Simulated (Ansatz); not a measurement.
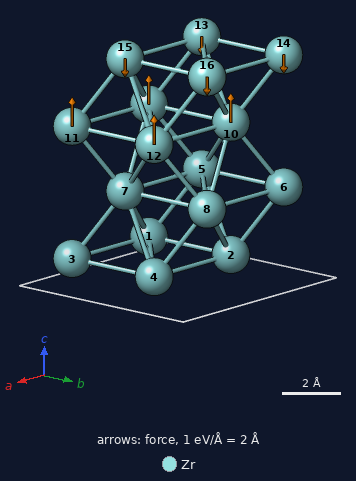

Starting geometry of a slab of composition Zr (cut from the P6_3/mmc phase) with the computed forces as orange arrows. A ball-and-stick model of the cell of the calculation, outlined in the plane, without the vacuum, seen from a free direction.

Case: clean slab, lower planes held. The slab is the (0 0 1) face of Zr. 8 atoms are held fixed.

These are results of DFT PBE+D3(BJ), scalar-relativistic, plane waves, PAW in Ansatz, not measurements.

Input
```yaml
crystal:
  lattice:
    - [6.3710095761, 0.0, 0.0]
    - [-3.185504788, 5.5174561406, 0.0]
    - [0.0, 0.0, 23.6651285401]
  atoms:
    - { symbol: Zr, position: [0.3333333333, 0.1666666667, 0.3380501393] }
    - { symbol: Zr, position: [0.3333333333, 0.6666666667, 0.3380501393] }
    - { symbol: Zr, position: [0.8333333333, 0.1666666667, 0.3380501393] }
    - { symbol: Zr, position: [0.8333333333, 0.6666666667, 0.3380501393] }
    - { symbol: Zr, position: [0.1666666667, 0.3333333333, 0.4460167131] }
    - { symbol: Zr, position: [0.1666666667, 0.8333333333, 0.4460167131] }
    - { symbol: Zr, position: [0.6666666667, 0.3333333333, 0.4460167131] }
    - { symbol: Zr, position: [0.6666666667, 0.8333333333, 0.4460167131] }
    - { symbol: Zr, position: [0.3333333333, 0.1666666667, 0.5539832869] }
    - { symbol: Zr, position: [0.3333333333, 0.6666666667, 0.5539832869] }
    - { symbol: Zr, position: [0.8333333333, 0.1666666667, 0.5539832869] }
    - { symbol: Zr, position: [0.8333333333, 0.6666666667, 0.5539832869] }
    - { symbol: Zr, position: [0.1666666667, 0.3333333333, 0.6619498607] }
    - { symbol: Zr, position: [0.1666666667, 0.8333333333, 0.6619498607] }
    - { symbol: Zr, position: [0.6666666667, 0.3333333333, 0.6619498607] }
    - { symbol: Zr, position: [0.6666666667, 0.8333333333, 0.6619498607] }
basis:
  ecutwfc: 420
kpoints:
  mp_grid: { grid: [4, 4, 1] }
hamiltonian:
  xc: pbe
  dispersion: d3bj
scf:
  occupations: { method: gaussian, width: 0.1 }
output:
  forces: true
  eigenvalues: true
  write_density: true
  write_potential: true
  elf: true
  volumetric_format: npy
relax:
  adjacent_minimum: "off"
  f_tol: 0.03
  max_steps: 70
  constraints: [{ sites: [0, 1, 2, 3, 4, 5, 6, 7] }]
efield:
  axis: 3
  dipole_correction: true
  ramp_width: 0.04
```

Command:
```bash
ansatz run input.yaml --threads 4 --pin off --max-ram 10240MiB --backend cpu --events-out ev --progress --plain --runs-dir out
```

**Is this structure relaxed? If not, where do the atoms go?**

It isn't relaxed: the largest force vector, on Zr atoms, is 0.58 eV/Å. The atoms end up moving mostly along the starting forces (cosine between the two patterns 0.99). After 3 geometry steps the energy has fallen by 0.126 eV per cell of the calculation. The largest force component goes from 0.58 to 0.0039 eV/Å. The largest moves, 0.079 Å, are those of Zr9, Zr10, Zr11 and Zr12. Zr9 goes along the normal (+c). The cell stays as it was. Some distances before and after: Zr10–Zr13 3.148 → 3.056 Å, Zr5–Zr10 3.148 → 3.213 Å.
